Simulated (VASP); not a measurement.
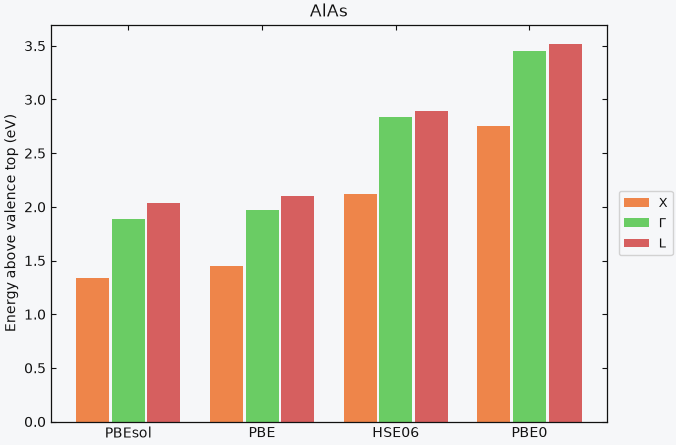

Lowest conduction level at each named k point, counted from the valence-band top at Γ, by several methods on one cell of zincblende AlAs, space group F-43m (No. 216), 2 atoms in the primitive cell; cubic a = 5.682 Å. All runs are without spin-orbit coupling and carry no moments.

| method | program | X (eV) | Γ (eV) | L (eV) |
| --- | --- | --- | --- | --- |
| PBEsol | VASP | 1.34 | 1.89 | 2.04 |
| PBE | VASP | 1.45 | 1.97 | 2.10 |
| HSE06 | VASP | 2.12 | 2.84 | 2.89 |
| PBE0 | VASP | 2.75 | 3.45 | 3.52 |

### Estimate the G0W0@PBE values. It was run as: PBE, VASP PAW PBE potentials, release 64 (Al_GW, As_GW), 4×4×4 k mesh, 500 eV cutoff, Gaussian smearing of 0.01 eV (VASP 6.6.1), G0W0 with GW iterations 1, cutoff of the response function 150 eV, frequency points 48 and empty bands 170.

It starts from PBE, whose row gives 1.45 eV at X. G0W0@PBE gives 2.03 eV at X, 2.96 eV at Γ and 2.91 eV at L, which is +0.58 eV from PBE at X.

### Does G0W0@PBE shift these levels rigidly from PBE?

The shifts are +0.58 eV at X, +0.99 eV at Γ and +0.81 eV at L, and at points that aren't plotted +0.60 eV (W): over the named points that both runs hold, a spread of 0.41 eV on a mean of 0.74 eV, so one shift doesn't describe them.

### How do the methods rank at X?

From low to high: PBEsol 1.34, PBE 1.45, G0W0@PBE 2.03, HSE06 2.12, PBE0 2.75 eV. Too close to rank are G0W0@PBE against HSE06 (different potentials, meshes and cutoffs).

Settings. PBEsol: VASP PAW PBE potentials, release 64 (Al, As), 8×8×8 k mesh, 600 eV cutoff, Gaussian smearing of 0.03 eV (VASP 6.6.1). PBE: VASP PAW PBE potentials, release 64 (Al, As), 8×8×8 k mesh, 520 eV cutoff, Gaussian smearing of 0.03 eV (VASP 6.6.1). HSE06: VASP PAW PBE potentials, release 64 (Al, As), 8×8×8 k mesh, 520 eV cutoff, Gaussian smearing of 0.03 eV (VASP 6.6.1). PBE0: VASP PAW PBE potentials, release 64 (Al, As), 8×8×8 k mesh, 520 eV cutoff, Gaussian smearing of 0.03 eV (VASP).

These are five of the 9 methods that were run on this cell. Spin-orbit coupling is left out, which matters for As. The cell was derived from a database entry in an earlier step, so it needn't be the measured one. PBEsol, HSE06 and PBE0: the PAW data sets were made with another functional. LDA, GGA and most meta-GGA functionals understate gaps. G0W0@PBE: the k mesh is coarse, so the values aren't converged. G0W0@PBE: bands, screening cutoff and mesh are small and nothing is extrapolated, so the quasiparticle values aren't converged. The GW values are at finite bands, cutoffs and mesh, short of the basis limit.
